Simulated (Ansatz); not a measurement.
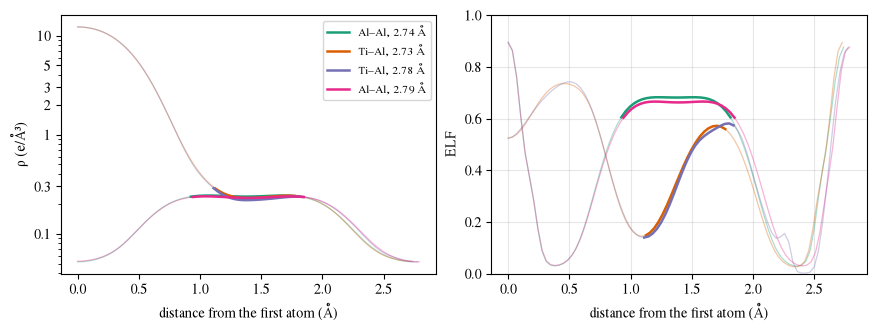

Figure 1: TiAl$_{3}$. Valence pseudo-density and ELF along straight lines between neighbouring atoms. Thin, pale parts lie inside the atomic spheres.

Space group Cmmm; a structure from a database of computed crystals, not necessarily the ambient phase; computed without spin polarisation; PAW files of the earlier set (soft_1).

Method: Ansatz 0.2.0, DFT LDA, scalar-relativistic, plane waves, PAW.

Core electrons are frozen (PAW), and the valence fields are smoothed inside the atomic spheres.

The calculation's input:

```
crystal:
  lattice:
    - [-3.9105245017, 0.0, 0.0]
    - [0.0, 3.9105245017, 3.9105245017]
    - [0.0, 3.9105245017, -3.9105245017]
  atoms:
    - { symbol: Ti, position: [0.0, 0.4933001315, 0.4933001315] }
    - { symbol: Ti, position: [0.0, 0.0066998685, 0.0066998685] }
    - { symbol: Al, position: [0.5, 0.75, 0.75] }
    - { symbol: Al, position: [0.5, 0.25, 0.25] }
    - { symbol: Al, position: [0.5, 0.75, 0.25] }
    - { symbol: Al, position: [0.5, 0.25, 0.75] }
    - { symbol: Al, position: [0.0, 0.5045113525, -0.0045113525] }
    - { symbol: Al, position: [0.0, -0.0045113525, 0.5045113525] }
basis:
  ecutwfc: 520.0
kpoints:
  mp_grid: { grid: [10, 8, 8] }
hamiltonian:
  xc: lda
  pseudopotentials: { kind: paw, azcp: { folder: soft_1 } }
scf:
  occupations: { method: gaussian, width: 0.15 }
output:
  forces: true
  stress: true
  eigenvalues: true
  write_density: true
  write_potential: true
  elf: true
  volumetric_format: npy
```

Run with:

```sh
ansatz run input.yaml --threads 4 --pin off --max-ram 8192MiB --backend cpu --events-out ev --progress --plain --runs-dir out
```

Below, planes, directions and counts refer to the conventional cell (a = 7.82 Å, b = 7.82 Å, c = 3.91 Å, α = 90.00°, β = 90.00°, γ = 90.00°).

What can be read from the curves?

Answer. Al–Al (2.74 Å): ρ at the midpoint is about 0.24 e/Å³; the ELF peaks at about 0.70 between the atoms.
Ti–Al (2.73 Å): the density is about 0.23 e/Å³ at the midpoint; the ELF is about 0.35 at the midpoint.
Ti–Al (2.78 Å): ρ at the midpoint is about 0.22 e/Å³; the ELF is about 0.35 at the midpoint.
Al–Al (2.79 Å): the density is about 0.23 e/Å³ at the midpoint; the ELF peaks at about 0.65 between the atoms.
